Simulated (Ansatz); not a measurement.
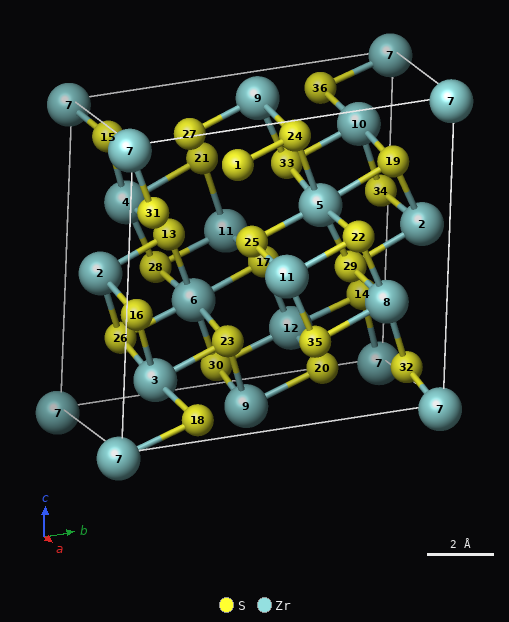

**Figure 1.** The input geometry (ball-and-stick view of the cell of the calculation, seen slightly off an axis; atoms are numbered from 1 in the order of the input). An atom can appear more than once, as a periodic image.

**Run report: Zr₁₁S₂₅ (charge +1), geometry relaxation (part 1 of 3)**

The run: geometry relaxation of Zr₁₁S₂₅ (defect cell, 36 atoms in the cell, total charge +1). Method and program: DFT PBE, scalar-relativistic, plane waves, PAW, spin-polarised (Ansatz 0.2.0).

The structure derives from a Materials Project entry. It belongs to a series of runs on one base structure; here: S on a Zr site (a), charge +1, atoms relaxed at the host's cell. Figures and captions count atoms from 1; the log counts them from 0 in places.

Output
```
Engine: ansatz 0.2.0, x86_64-unknown-linux-gnu
Pseudopotentials: kind: paw
Pseudopotential: S, paw, valence charge 6, recommended cutoff 420 eV (normal), S.paw.azcp
Pseudopotential: Zr, paw, valence charge 12, recommended cutoff 420 eV (normal), Zr.paw.azcp
Functional definition: PBE
  parameter kappa = 0.804
  parameter beta = 0.06672455060314922
  exchange = pbe_x(kappa = kappa, mu = beta*pi^2/3)
  correlation = pbe_c(beta = beta)
Crystal: 36 atoms, lattice volume = 953.780 Å³
Basis set: ecut = 420 eV, 18641 PW (Γ), exchange–correlation on 144×144×144 points (8 copies of the dense FFT grid, shifted against one another)
Bands: 178, of which v1, the nominal top of the filled ones, is band 141 counted from 1 (140 counted from 0)
Symmetry: 1 space group operations
Space group: P1 (ITA 1), of the structure as read, at distance tolerance 9.8e-5 Å
Magnetic group: BNS 1.1 (UNI 1), of the structure as read, at distance tolerance 9.8e-5 Å
k-points: 4 of 8 (time reversal used)
Non-local potential: S, projectors of the file, l = 0: 2, l = 1: 2, l = 2: 2
Non-local potential: Zr, projectors of the file, l = 0: 3, l = 1: 2, l = 2: 2, l = 3: 2
PAW form: soft (Blöchl's): semilocal exchange-correlation on the pseudo side does not see the compensation charge
PAW one-centre angular grid: S, 110 points (default); XC on 64 Gauss nodes
PAW one-centre angular grid: Zr, 590 points (default); XC on 64 Gauss nodes
Initial density: superposition of atomic densities (chi_scale 0.1, normalization cell, long waves kept (reshape's long-wave potential 0.35 eV rms))
Starting moments: Σ|m| = 1.001 μB on 7 of 36 sites
Initial wavefunctions: pseudopotential atomic-orbital guess
Functional: x = pbe(κ = 0.804, μ = 0.2195149727645171), c = pbe(β = 0.06672455060314922)
SCF iter   1: F=—  HF=-68653.321984 eV  |F-HF|=—  |Δ(HF+E_count)|=         —  Δρ=2.97e-2 (↑2.97e-2 ↓2.91e-2)  dr2=1.73e2  dr2_m=1.05e-2  M=0.367 μB ∫|m|=0.578 μB  β_m=0.30  ethr=3.10e-3  ⟨swp⟩=6.0  Hψ=5620  notcnv=0  defer=37
Mixer restart at iter 1: flushing history
preconditioner: auto → Kerker (q_TF=auto, 2.226 Å⁻¹)  [metal: Δε(μ)=0.007 eV  Ē_g=6.718 eV  σ=0.010 eV  W_gap=0.38  n_scr=190 (ndim 8)  ℏωp=16.7 eV  f_vac=0.096  D(μ)=33.05/eV (n_scr^D=238)]
spin=Collinear: Kerker preconditioning applied to the charge; magnetization (m = ρ↑ − ρ↓) channel mixes plain (no charge-response kernel on spin).
SCF iter   2: F=—  HF=-68641.744589 eV  |F-HF|=—  |Δ(HF+E_count)|=    1.16e1  Δρ=1.91e-2 (↑1.87e-2 ↓1.91e-2)  dr2=7.98e1  dr2_m=3.42e-2  M=0.998 μB ∫|m|=1.085 μB  β_m=0.54  ethr=3.10e-3  ⟨swp⟩=2.8  Hψ=2306  notcnv=0  defer=250
preconditioner: auto → Resta (q_TF=auto, 2.226 Å⁻¹)  ε∞=6.6  [insulator: Δε(μ)=0.039 eV  Ē_g=7.045 eV  σ=0.010 eV  W_gap=0.99  n_scr=190 (ndim 8)  ℏωp=16.7 eV  f_vac=0.074  D(μ)=0.68/eV (n_scr^D=0)  ε∞_Penn≈6.6]
spin=Collinear: Resta preconditioning applied to the charge; magnetization (m = ρ↑ − ρ↓) channel mixes plain (no charge-response kernel on spin).
SCF iter   3: F=—  HF=-68628.263365 eV  |F-HF|=—  |Δ(HF+E_count)|=    1.35e1  Δρ=6.59e-3 (↑6.59e-3 ↓6.24e-3)  dr2=8.86e0  dr2_m=1.47e-2  M=1.000 μB ∫|m|=1.115 μB  β_m=0.61  ethr=3.10e-3  ⟨swp⟩=3.4  Hψ=2530  notcnv=0  defer=244
SCF iter   4: F=—  HF=-68627.999023 eV  |F-HF|=—  |Δ(HF+E_count)|=   2.64e-1  Δρ=5.24e-3 (↑3.33e-3 ↓5.24e-3)  dr2=9.52e-1  dr2_m=5.63e-2  M=0.000 μB ∫|m|=0.337 μB  β_m=0.79  ethr=3.10e-3  ⟨swp⟩=4.6  Hψ=2088  notcnv=0  defer=244
SCF iter   5: F=—  HF=-68628.376327 eV  |F-HF|=—  |Δ(HF+E_count)|=   3.77e-1  Δρ=1.54e-3 (↑1.49e-3 ↓1.54e-3)  dr2=2.29e-1  dr2_m=7.55e-4  M=0.000 μB ∫|m|=0.073 μB  β_m=0.81  ethr=3.39e-4  ⟨swp⟩=3.9  Hψ=2529  notcnv=0  defer=244
SCF iter   6: F=—  HF=-68628.401979 eV  |F-HF|=—  |Δ(HF+E_count)|=         —  Δρ=7.56e-4 (↑7.56e-4 ↓7.54e-4)  dr2=3.62e-2  dr2_m=1.83e-3  M=0.000 μB ∫|m|=0.033 μB  β_m=0.81  ethr=8.15e-5  ⟨swp⟩=2.8  Hψ=2175  notcnv=0  defer=244
SCF iter   7: F=—  HF=-68628.419750 eV  |F-HF|=—  |Δ(HF+E_count)|=   1.78e-2  Δρ=3.04e-4 (↑3.04e-4 ↓3.00e-4)  dr2=6.66e-3  dr2_m=1.91e-4  M=0.000 μB ∫|m|=0.015 μB  β_m=0.91  ethr=1.29e-5  ⟨swp⟩=2.6  Hψ=2040  notcnv=0  defer=244
SCF iter   8: F=—  HF=-68628.428425 eV  |F-HF|=—  |Δ(HF+E_count)|=   8.67e-3  Δρ=1.19e-4 (↑1.14e-4 ↓1.19e-4)  dr2=1.19e-3  dr2_m=4.76e-6  M=0.000 μB ∫|m|=0.004 μB  β_m=0.85  ethr=2.37e-6  ⟨swp⟩=2.0  Hψ=2244  notcnv=0  defer=244
SCF iter   9: F=—  HF=-68628.428981 eV  |F-HF|=—  |Δ(HF+E_count)|=   5.57e-4  Δρ=3.83e-5 (↑3.83e-5 ↓3.79e-5)  dr2=1.03e-4  dr2_m=9.29e-7  M=0.000 μB ∫|m|=0.002 μB  β_m=0.92  ethr=4.22e-7  ⟨swp⟩=2.0  Hψ=2046  notcnv=0  defer=244
SCF iter  10: F=—  HF=-68628.429080 eV  |F-HF|=—  |Δ(HF+E_count)|=   9.88e-5  Δρ=1.28e-5 (↑1.28e-5 ↓1.27e-5)  dr2=1.32e-5  dr2_m=5.55e-8  M=0.000 μB ∫|m|=0.001 μB  β_m=0.96  ethr=3.68e-8  ⟨swp⟩=2.0  Hψ=2196  notcnv=0  defer=244
SCF iter  11: F=-68628.429091 eV  HF=-68628.429093 eV  |F-HF|=1.25e-6  |Δ(HF+E_count)|=   1.23e-5  Δρ=5.82e-6 (↑5.73e-6 ↓5.82e-6)  dr2=3.26e-6  dr2_m=2.96e-9  M=0.000 μB ∫|m|=0.000 μB  ethr=4.69e-9  ⟨swp⟩=18.5  Hψ=13613  notcnv=0
WARN: the starting moments were not kept: the SCF closed with an absolute magnetisation of 2.1e-4 μB, where they sum to 1.001 μB in size (7 sites). That is at most 0.1 of that sum. Measured as dr2_m measures the in/out step, that magnetisation stands 4.6e-10 eV from none, at or under the dr2_threshold of 1.6e-5 eV: it is no larger than a step whose dr2_m would equal this threshold. The system may hold no moment; this SCF shows only that its start led to no more than that. To try another start: raise the starting moments (crystal.atoms[].spin, magnetization.per_species, magnetization.initial_magnetization, or on a non-collinear deck that types none of these the spinor_matrix: blocks that start its atoms; where the total moment is fixed, keep their sum and leave initial_magnetization as it is; typed ones take the place of any that the run laid by itself, positive ones on a crystal's lanthanoids without a Hubbard term where scf.initial_density.shell_occupations: [] is typed) or, if the notice of its spin-set hold's release reads "site moments contracting" or "site moments show no strong build", lengthen the hold (scf.mixing.spin_hold: { on: { confirm: 4 } }; for m-r²SCAN on two components see the key's manual first). Each may lead to a state that holds a moment. A second SCF, from the converged charge density, with the starting moments and any scf.initial_density.shell_occupations laid on it anew, would have followed, and was not run: the deck does not ask for one (magnetization.retry_lost_moments is false, the default). To let it run, set magnetization.retry_lost_moments: true and run the deck again, where that key's refused combinations let it; where memory then withholds it, that run's warning says so.
SCF 1 converged in 11 iterations: F = -68628.429091 eV  dr2 = 3.26e-6
  greatest PAW one-centre occupation: 0.995 electrons in one spin orbital (limit 2), on the Zr atom at site 3 (counted from 0), in its partial waves of l = 0
relax step   1: F+E_penalty+E_count = -68628.42909129 eV  Δ(F+E_penalty+E_count) = +0.000e0 eV  max|allowed force component| = 3.159e-1 eV/Å  Δτ_max = 0.0000 Å  (11 SCF iters, dr2 threshold 1.56e-5 eV, accepted)
Initial density: handed on by an earlier stage of this run
Starting moments: Σ|m| = 1.001 μB on 7 of 36 sites; this step starts from the density that it was given
Initial wavefunctions: those handed on with the density
iter 1 solved again at ethr=1.31e-5 eV; its pass at ethr=3.10e-3 eV (dr2=3.67e-2 eV) is discarded
SCF iter   1: F=—  HF=-68628.441027 eV  |F-HF|=—  |Δ(HF+E_count)|=         —  Δρ=8.92e-4 (↑8.92e-4 ↓8.82e-4)  dr2=3.71e-2  dr2_m=6.59e-5  M=0.000 μB ∫|m|=0.012 μB  β_m=0.65  ethr=1.31e-5  ⟨swp⟩=2.0  Hψ=4210  notcnv=0  defer=246
preconditioner: auto → Resta (q_TF=auto, 2.226 Å⁻¹)  ε∞=6.1  [insulator: Δε(μ)=0.172 eV  Ē_g=7.363 eV  σ=0.010 eV  W_gap=1.00  n_scr=190 (ndim 8)  ℏωp=16.7 eV  f_vac=0.143  D(μ)=0.00/eV (n_scr^D=0)  ε∞_Penn≈6.1]
spin=Collinear: Resta preconditioning applied to the charge; magnetization (m = ρ↑ − ρ↓) channel mixes plain (no charge-response kernel on spin).
SCF iter   2: F=—  HF=-68628.436896 eV  |F-HF|=—  |Δ(HF+E_count)|=   4.13e-3  Δρ=3.45e-4 (↑3.45e-4 ↓3.37e-4)  dr2=3.81e-3  dr2_m=1.39e-5  M=0.000 μB ∫|m|=0.006 μB  β_m=0.54  ethr=1.31e-5  ⟨swp⟩=2.0  Hψ=2076  notcnv=0  defer=246
SCF iter   3: F=—  HF=-68628.437671 eV  |F-HF|=—  |Δ(HF+E_count)|=   7.75e-4  Δρ=1.77e-4 (↑1.77e-4 ↓1.74e-4)  dr2=1.06e-3  dr2_m=4.15e-6  M=0.000 μB ∫|m|=0.004 μB  β_m=0.76  ethr=1.36e-6  ⟨swp⟩=2.8  Hψ=2128  notcnv=0  defer=246
SCF iter   4: F=—  HF=-68628.438124 eV  |F-HF|=—  |Δ(HF+E_count)|=   4.52e-4  Δρ=3.98e-5 (↑3.98e-5 ↓3.94e-5)  dr2=1.21e-4  dr2_m=9.80e-8  M=0.000 μB ∫|m|=0.001 μB  β_m=0.88  ethr=3.78e-7  ⟨swp⟩=2.0  Hψ=2188  notcnv=0  defer=246
SCF iter   5: F=—  HF=-68628.438126 eV  |F-HF|=—  |Δ(HF+E_count)|=   1.95e-6  Δρ=1.55e-5 (↑1.53e-5 ↓1.55e-5)  dr2=1.87e-5  dr2_m=1.38e-9  M=0.000 μB ∫|m|=0.000 μB  β_m=0.92  ethr=4.29e-8  ⟨swp⟩=2.0  Hψ=2030  notcnv=0  defer=246
SCF iter   6: F=—  HF=-68628.438139 eV  |F-HF|=—  |Δ(HF+E_count)|=   1.34e-5  Δρ=7.67e-6 (↑7.63e-6 ↓7.67e-6)  dr2=5.64e-6  dr2_m=1.45e-10  M=0.000 μB ∫|m|=0.000 μB  β_m=0.96  ethr=6.67e-9  ⟨swp⟩=2.0  Hψ=2180  notcnv=0  defer=246
SCF iter   7: F=-68628.438141 eV  HF=-68628.438141 eV  |F-HF|=4.28e-8  |Δ(HF+E_count)|=   1.60e-6  Δρ=2.96e-6 (↑2.96e-6 ↓2.96e-6)  dr2=9.09e-7  dr2_m=1.03e-11  M=0.000 μB ∫|m|=0.000 μB  ethr=2.01e-9  ⟨swp⟩=14.5  Hψ=11860  notcnv=0
the starting moments were not kept: the SCF closed with an absolute magnetisation of 9.0e-6 μB, where they sum to 1.001 μB in size (7 sites). That is at most 0.1 of that sum. Measured as dr2_m measures the in/out step, that magnetisation stands 1.7e-12 eV from none, at or under the dr2_threshold of 6.2e-6 eV: it is no larger than a step whose dr2_m would equal this threshold.
SCF 2 converged in 7 iterations: F = -68628.438141 eV  dr2 = 9.09e-7
  greatest PAW one-centre occupation: 0.995 electrons in one spin orbital (limit 2), on the Zr atom at site 4 (counted from 0), in its partial waves of l = 0
relax step   2: F+E_penalty+E_count = -68628.43814058 eV  Δ(F+E_penalty+E_count) = -9.049e-3 eV  max|allowed force component| = 1.474e-1 eV/Å  Δτ_max = 0.0602 Å  (7 SCF iters, dr2 threshold 6.24e-6 eV, accepted)
SCF iter   1: F=—  HF=-68628.455230 eV  |F-HF|=—  |Δ(HF+E_count)|=         —  Δρ=7.09e-4 (↑7.09e-4 ↓6.96e-4)  dr2=2.37e-2  dr2_m=1.93e-5  M=0.000 μB ∫|m|=0.006 μB  β_m=0.65  ethr=5.73e-5  ⟨swp⟩=3.0  Hψ=2592  notcnv=0  defer=242
preconditioner: auto → Resta (q_TF=auto, 2.226 Å⁻¹)  ε∞=6.1  [insulator: Δε(μ)=0.173 eV  Ē_g=7.361 eV  σ=0.010 eV  W_gap=1.00  n_scr=190 (ndim 8)  ℏωp=16.7 eV  f_vac=0.145  D(μ)=0.00/eV (n_scr^D=0)  ε∞_Penn≈6.1]
spin=Collinear: Resta preconditioning applied to the charge; magnetization (m = ρ↑ − ρ↓) channel mixes plain (no charge-response kernel on spin).
SCF iter   2: F=—  HF=-68628.452679 eV  |F-HF|=—  |Δ(HF+E_count)|=   2.55e-3  Δρ=2.57e-4 (↑2.57e-4 ↓2.52e-4)  dr2=1.95e-3  dr2_m=4.06e-6  M=0.000 μB ∫|m|=0.003 μB  β_m=0.55  ethr=8.45e-6  ⟨swp⟩=2.2  Hψ=2275  notcnv=0  defer=238
SCF iter   3: F=—  HF=-68628.452591 eV  |F-HF|=—  |Δ(HF+E_count)|=   8.82e-5  Δρ=1.04e-4 (↑1.04e-4 ↓1.03e-4)  dr2=3.61e-4  dr2_m=8.01e-7  M=0.000 μB ∫|m|=0.002 μB  β_m=0.68  ethr=6.95e-7  ⟨swp⟩=2.0  Hψ=1878  notcnv=0  defer=238
SCF iter   4: F=—  HF=-68628.452681 eV  |F-HF|=—  |Δ(HF+E_count)|=   9.04e-5  Δρ=2.94e-5 (↑2.91e-5 ↓2.94e-5)  dr2=5.23e-5  dr2_m=4.34e-8  M=0.000 μB ∫|m|=0.000 μB  β_m=0.83  ethr=1.28e-7  ⟨swp⟩=2.0  Hψ=2180  notcnv=0  defer=238
SCF iter   5: F=—  HF=-68628.452701 eV  |F-HF|=—  |Δ(HF+E_count)|=   2.02e-5  Δρ=9.06e-6 (↑8.98e-6 ↓9.06e-6)  dr2=6.71e-6  dr2_m=7.28e-10  M=0.000 μB ∫|m|=0.000 μB  β_m=0.90  ethr=1.86e-8  ⟨swp⟩=2.0  Hψ=2188  notcnv=0  defer=238
SCF iter   6: F=—  HF=-68628.452704 eV  |F-HF|=—  |Δ(HF+E_count)|=   3.13e-6  Δρ=4.24e-6 (↑4.23e-6 ↓4.24e-6)  dr2=1.68e-6  dr2_m=3.28e-11  M=0.000 μB ∫|m|=0.000 μB  β_m=0.95  ethr=2.39e-9  ⟨swp⟩=2.0  Hψ=2186  notcnv=0  defer=238
SCF iter   7: F=-68628.452705 eV  HF=-68628.452705 eV  |F-HF|=3.35e-8  |Δ(HF+E_count)|=   6.66e-7  Δρ=1.72e-6 (↑1.72e-6 ↓1.72e-6)  dr2=3.32e-7  dr2_m=3.52e-12  M=0.000 μB ∫|m|=0.000 μB  ethr=4.84e-10  ⟨swp⟩=14.0  Hψ=10890  notcnv=0
the starting moments were not kept: the SCF closed with an absolute magnetisation of 4.0e-6 μB, where they sum to 1.001 μB in size (7 sites). That is at most 0.1 of that sum. Measured as dr2_m measures the in/out step, that magnetisation stands 3.2e-13 eV from none, at or under the dr2_threshold of 1.4e-6 eV: it is no larger than a step whose dr2_m would equal this threshold.
SCF 3 converged in 7 iterations: F = -68628.452705 eV  dr2 = 3.32e-7
  greatest PAW one-centre occupation: 0.995 electrons in one spin orbital (limit 2), on the Zr atom at site 8 (counted from 0), in its partial waves of l = 0
relax step   3: F+E_penalty+E_count = -68628.45270503 eV  Δ(F+E_penalty+E_count) = -1.456e-2 eV  max|allowed force component| = 2.450e-2 eV/Å  Δτ_max = 0.0290 Å  (7 SCF iters, dr2 threshold 1.36e-6 eV, accepted)
iter 1 solved again at ethr=1.11e-10 eV; its pass at ethr=3.10e-3 eV (dr2=3.13e-7 eV) is discarded
SCF iter   1: F=—  HF=-68628.452705 eV  |F-HF|=—  |Δ(HF+E_count)|=         —  Δρ=1.66e-6 (↑1.66e-6 ↓1.66e-6)  dr2=3.12e-7  dr2_m=3.58e-12  M=0.000 μB ∫|m|=0.000 μB  β_m=0.65  ethr=1.11e-10  ⟨swp⟩=1.0  Hψ=3344  notcnv=0
preconditioner: auto → Resta (q_TF=auto, 2.226 Å⁻¹)  ε∞=6.1  [insulator: Δε(μ)=0.173 eV  Ē_g=7.363 eV  σ=0.010 eV  W_gap=1.00  n_scr=190 (ndim 8)  ℏωp=16.7 eV  f_vac=0.145  D(μ)=0.00/eV (n_scr^D=0)  ε∞_Penn≈6.1]
spin=Collinear: Resta preconditioning applied to the charge; magnetization (m = ρ↑ − ρ↓) channel mixes plain (no charge-response kernel on spin).
SCF iter   2: F=—  HF=-68628.452705 eV  |F-HF|=—  |Δ(HF+E_count)|=   7.19e-8  Δρ=8.66e-7 (↑8.66e-7 ↓8.64e-7)  dr2=9.64e-8  dr2_m=8.62e-13  M=0.000 μB ∫|m|=0.000 μB  β_m=0.65  ethr=1.11e-10  ⟨swp⟩=2.0  Hψ=1726  notcnv=0
SCF iter   3: F=-68628.452705 eV  HF=-68628.452705 eV  |F-HF|=1.56e-8  |Δ(HF+E_count)|=   5.46e-8  Δρ=5.57e-7 (↑5.57e-7 ↓5.56e-7)  dr2=4.29e-8  dr2_m=1.39e-13  M=0.000 μB ∫|m|=0.000 μB  ethr=3.43e-11  ⟨swp⟩=5.2  Hψ=7686  notcnv=0
the starting moments were not kept: the SCF closed with an absolute magnetisation of 9.0e-7 μB, where they sum to 1.001 μB in size (7 sites). That is at most 0.1 of that sum. Measured as dr2_m measures the in/out step, that magnetisation stands 1.5e-14 eV from none, at or under the dr2_threshold of 1.0e-7 eV: it is no larger than a step whose dr2_m would equal this threshold.
SCF 4 converged in 3 iterations: F = -68628.452705 eV  dr2 = 4.29e-8
relax step   4: F+E_penalty+E_count = -68628.45270516 eV  Δ(F+E_penalty+E_count) = -1.352e-7 eV  max|allowed force component| = 2.439e-2 eV/Å  Δτ_max = 0.0000 Å  (3 SCF iters, accepted)
```

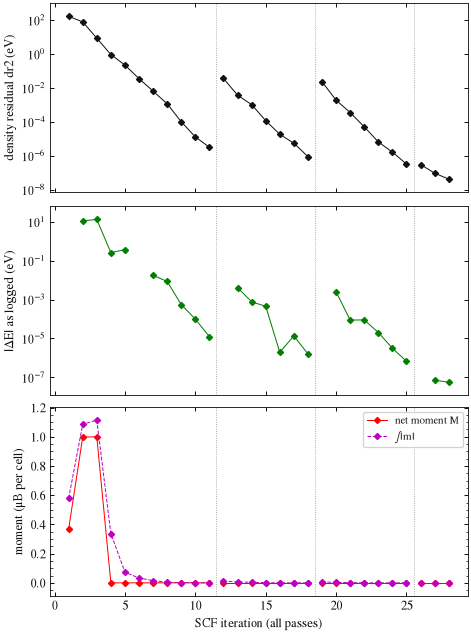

**Figure 2.** Convergence of the self-consistent field: density residual dr2, size of the energy change and magnetic moment against the SCF iteration. The dotted lines part the SCF passes of the relaxation: geometry steps, rejected trials and re-solves on a re-selected basis. The passes take 11, 7, 7 and 3 iterations. The net moment goes from 0.4 to 0.0 μB per cell, with excursions between 0.0 and 1.0 on the way, and ∫|m| falls to zero.

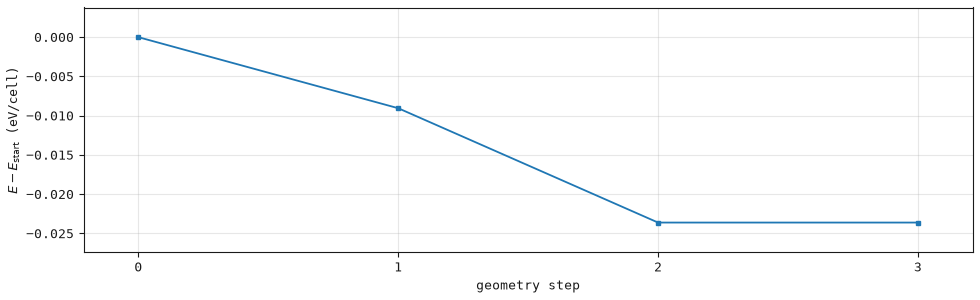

**Figure 3.** Progress of the relaxation, step by step (the first geometry is step 0 here and step 1 in the log).

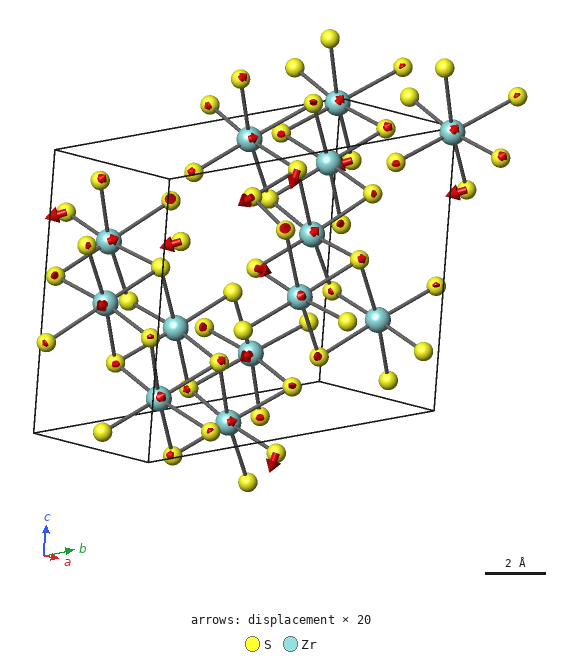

**Figure 4.** The starting structure with the displacements as red arrows, magnified 20 times (ball-and-stick view of the cell of the calculation, with bonded neighbours outside it, seen slightly off an axis). The energy falls by 23.6 meV per cell of the calculation in 3 geometry steps. The largest force component goes from 0.32 to 0.024 eV/Å. The largest move is that of S31, 0.039 Å. Largest moves by element: S 0.039 Å, Zr 0.026 Å. The cell doesn't change. Among the contacts that change: Zr5–S24 2.808 → 2.772 Å, Zr4–S31 2.423 → 2.456 Å, Zr9–S27 2.434 → 2.455 Å, S1–S18 2.120 → 2.139 Å. (Atoms are counted from 1 in the order of the input.)

```
SCF converged after 3 iterations
Magnetization: 0.0000 μB (140.5000 up, 140.5000 down)
Absolute magnetization: 0.0000 μB (∫|ρ↑−ρ↓|, with the PAW one-centre terms)
Spin contamination: 0.0000 ħ² per cell (⟨S²⟩ above its minimum at these occupations)
Per-site moments (μB) at R_I (Å): [(1.0934107044348514e-9, 0.882075178361198), (-1.7982456314168186e-9, 1.0561383032364717), (7.790616270774022e-9, 1.0133237150773553), (1.6147826507920863e-9, 1.0129463681958288), (-9.033076510686239e-9, 1.0131455899954431), (3.935553810981279e-9, 1.0550257136553345), (2.945870704206354e-9, 1.0131372735283404), (-1.1325490529464081e-9, 1.0552246901590052), (1.1057966106123252e-8, 1.012769386633717), (-4.4372915287163604e-10, 1.0552215367706437), (-3.7516955348952825e-9, 1.0127081554798438), (1.8056314273999855e-9, 1.0561501521630567), (-1.4816227531517676e-9, 1.0550257136553345), (-3.5648923537406054e-9, 1.0557888320290207), (-9.173066948821615e-9, 1.0617012995112936), (-8.411903417073361e-10, 1.0552246901590052), (-6.809303267343811e-11, 1.0553724526563206), (-7.814858909186753e-9, 0.8821846049251986), (9.045094581483757e-9, 1.0552215367706437), (-4.073529179787436e-9, 1.0552577422990628), (-1.7991569880584142e-8, 0.882075178361198), (9.62241271085684e-9, 1.0616878865756074), (-9.329824981170483e-9, 1.0612765901451462), (2.5386517963375476e-8, 0.8820958729882619), (1.6096774573808344e-8, 1.0127081554798438), (-4.916208918932511e-9, 1.0382084094251156), (-1.6752778079412568e-8, 1.012769386633717), (-1.0341073872460554e-8, 1.060051390539443), (1.2355134454645712e-8, 1.038275367153902), (-7.75886669614742e-9, 1.0383543648662394), (-1.1057384643256131e-8, 1.0129463681958288), (-5.9098176558270335e-9, 1.060010460323104), (8.98208788826874e-9, 1.0597616444632583), (-3.493141506508478e-9, 1.0383992378482148), (-6.1048053321186794e-9, 1.0384454034086763), (-2.4377132948007077e-10, 1.0384931976812428)]
Free energy (F): -68628.452705 eV
Harris-Foulkes:  -68628.452705 eV  (|F-HF|=1.56e-8)
Internal energy: -68628.452705 eV  (E = F + TS)
```
